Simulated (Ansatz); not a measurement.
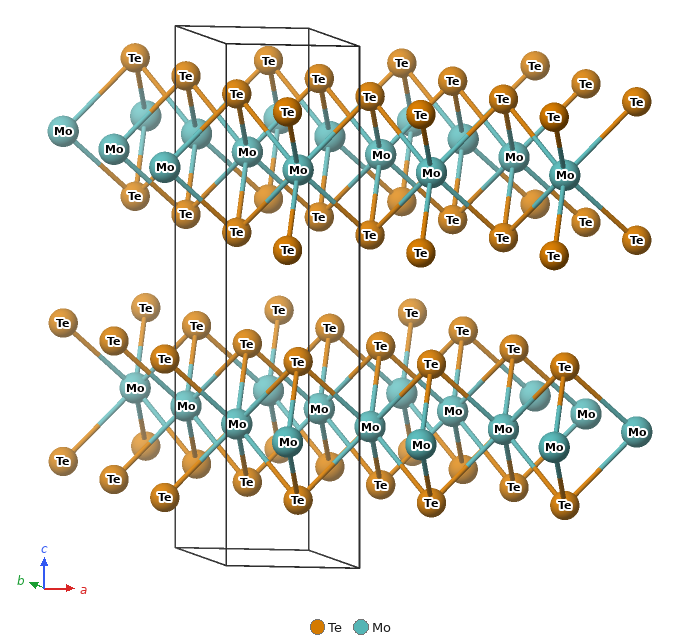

System Te₂Mo (space group P6_3/mmc, No. 194); source of the atomic positions: a calculation's input that goes back to an entry of the Crystallography Open Database (an earlier step may have relaxed or displaced it).

Bonds are taken as Mo–Te below 3.1 Å; no other contact counts. Simplification: prune 0- and 1-connected atoms, fold 2-connected ones into links.

Question: What kind of net remains, and which atoms are its nodes?

Answer: A binodal (3,6)-connected, two-periodic (layers) net: Te is a 3-connected node; Mo is a 6-connected node, in the ratio 2:1.

Question: Which named net is it?

Answer: It is the net of the trigonal-prismatic layers of 2H-MoS2.

Question: How do the layers lie?

Answer: The layers lie parallel to (001).

Question: Give the first eight terms of the coordination sequence (nodes one, two, three … edges away).

Answer: Te: 3, 13, 9, 24, 15, 36, 21, 48; Mo: 6, 6, 18, 12, 30, 18, 42, 24.

The simplified net, drawn on the atoms' positions. Nodes are coloured by element. One layer is drawn. Edges to nodes outside the piece are drawn as stubs.

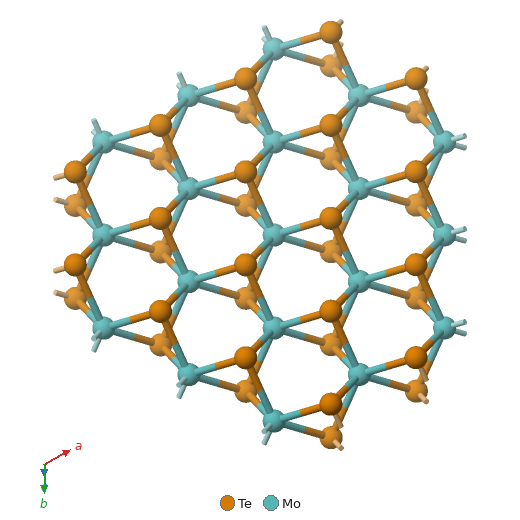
